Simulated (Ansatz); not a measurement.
# Ga4AsP3: what the fields show

```yaml
crystal:
  lattice:
    - [3.89362, 0.00000, 0.00000]
    - [0.00000, 7.78514, 0.00000]
    - [0.00000, 0.00000, 5.50030]
  atoms:
    - { symbol: P, position: [0.00000, 0.24632, 0.00000] }
    - { symbol: Ga, position: [0.50000, 0.24338, 0.75428] }
    - { symbol: P, position: [0.50000, 0.00000, 0.49991] }
    - { symbol: Ga, position: [0.00000, 0.00000, 0.25392] }
    - { symbol: P, position: [0.00000, 0.75368, 0.00000] }
    - { symbol: Ga, position: [0.50000, 0.75662, 0.75428] }
    - { symbol: As, position: [0.50000, 0.50000, 0.50019] }
    - { symbol: Ga, position: [0.00000, 0.50000, 0.23742] }
```

Space group Pmm2; started from the ordered alloy on zincblende lattice prototype, which need not be the ambient phase.

Level of theory: DFT, r2SCAN, plane waves, PAW (Ansatz).

Core electrons are frozen (PAW), and the valence fields are smoothed inside the atomic spheres.

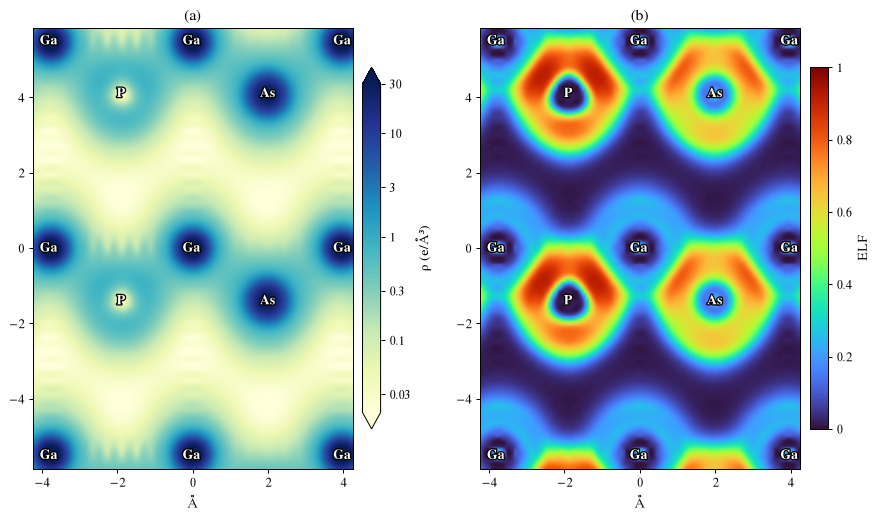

Figure 1. (a) valence pseudo-density; (b) ELF on the (100) plane of the conventional cell.

### Read the bonding off the picture.

The plane passes through Ga, P and As nuclei.
Ga–P (2.36 Å): ρ at the midpoint is about 0.56 e/Å³; the ELF peaks at about 0.90 in the valence shell of P, 0.9 Å from its nucleus, and is about 0.80 at the midpoint.
Ga–As (2.44 Å): ρ is about 0.51 e/Å³ halfway; the ELF peaks at about 0.80 between the atoms: a shared electron pair.
Between the atoms the lowest density in this plane is 0.01 e/Å³.

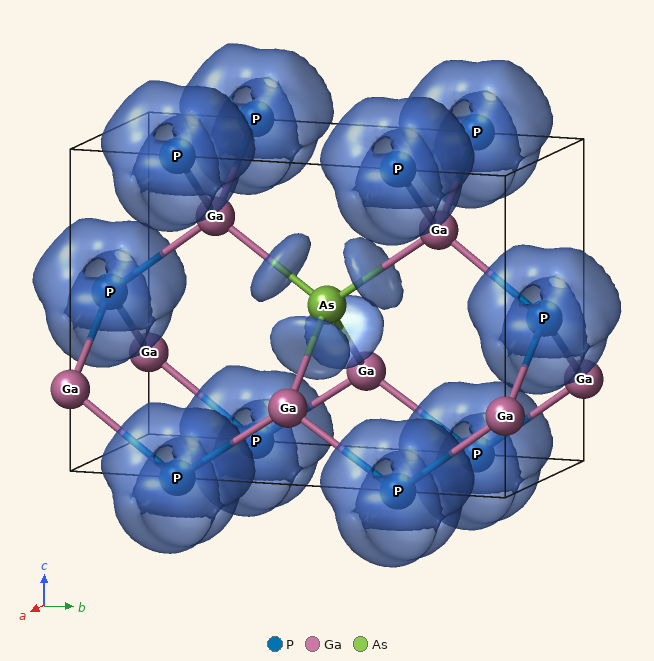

Figure 2. Isosurface of the electron localisation function at 0.7 (blue), seen slightly off an axis. Only the valence region is drawn (cores and ρ < 0.01 e/Å³ removed). Sticks mark near contacts.

### Identify the bonds, lone pairs and shells in this picture.

At this value the surface marks out four regions between bonded As–Ga atoms (shared pairs) and three regions on P in which the atom's valence shell and bonds are merged, counted in one cell of 8 atoms. Regions shared between cells count once.


 Ga–As (2.42 Å): the ELF peaks at about 0.80 between the atoms (localised, covalent bonding).

### Metal or insulator at this level of theory?

It is gapped, with a Kohn–Sham gap of 1.7 eV on the k-point mesh, an upper bound to the gap of this method.
